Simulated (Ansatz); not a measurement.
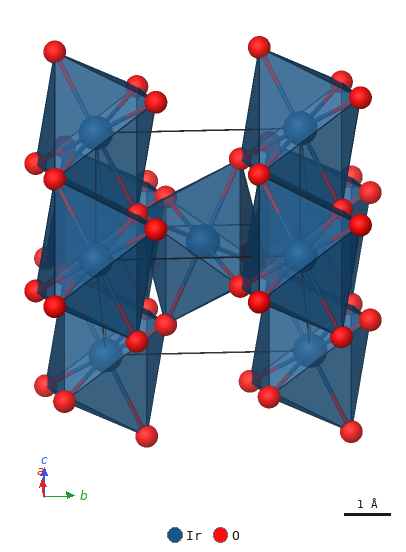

This is crystalline IrO$_{2}$ (set up in P4_2/mnm). Style: polyhedral. Shown: the cell of the calculation, from a free direction.

The calculation used Ansatz 0.2.0, DFT PBE, scalar-relativistic, plane waves, PAW. Set-up: plane-wave cutoff 420 eV; k-point mesh 8 × 8 × 12; occupations gaussian; smearing width 0.1 eV; no spin polarisation.

Change: Uniaxial strain along c, +6.0 %, is applied. The a and b axes and the atoms are relaxed.

The input:
```yaml
crystal:
  lattice:
    - [4.4608985869, 0.0, 0.0]
    - [0.0, 4.4608985869, 0.0]
    - [0.0, 0.0, 3.37064914]
  atoms:
    - { symbol: Ir, position: [0.5, 0.5, 0.5] }
    - { symbol: Ir, position: [0.0, 0.0, 0.0] }
    - { symbol: O, position: [0.6882888896, 0.6882888896, 0.0] }
    - { symbol: O, position: [0.8117111104, 0.1882888896, 0.5] }
    - { symbol: O, position: [0.3117111104, 0.3117111104, 0.0] }
    - { symbol: O, position: [0.1882888896, 0.8117111104, 0.5] }
basis:
  ecutwfc: 420
kpoints:
  mp_grid: { grid: [8, 8, 12] }
hamiltonian:
  xc: pbe
scf:
  occupations: { method: gaussian, width: 0.1 }
output:
  forces: true
  stress: true
  eigenvalues: true
relax:
  adjacent_minimum: "off"
  f_tol: 0.008
  max_steps: 40
  cell: { stress_tol: 0.015, fix: [c, angles] }
```

Launched with:
```bash
ansatz run input.yaml --threads 1 --pin off --max-ram 2560MiB --backend cpu --events-out ev --progress --plain --runs-dir out
```

> What is the effect?

It costs 57.9 meV per atom. The pressure goes from 0.0 to −9.6 GPa. The principal stresses (compression positive) are −28.8 GPa along c and none across it. It is metallic before and after. The drawn cell changes as follows: a = b 4.529 → 4.454 Å (−1.7 %), c 3.180 → 3.371 Å (+6.0 %); the volume changes by +2.5 %. The largest moves relative to the cell, 0.028 Å, are those of O3, O4, O5 and O6. O3 goes along [−1 −1 0]. Ir stays in place. Near-neighbour distances before and after: Ir–O 2.008 → 2.057 Å, Ir–O 1.975 → 1.971 Å. The space group stays P4_2/mnm (No. 136).

The changed structure in the same view:

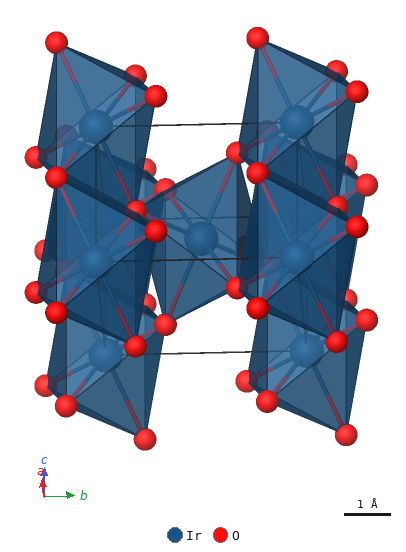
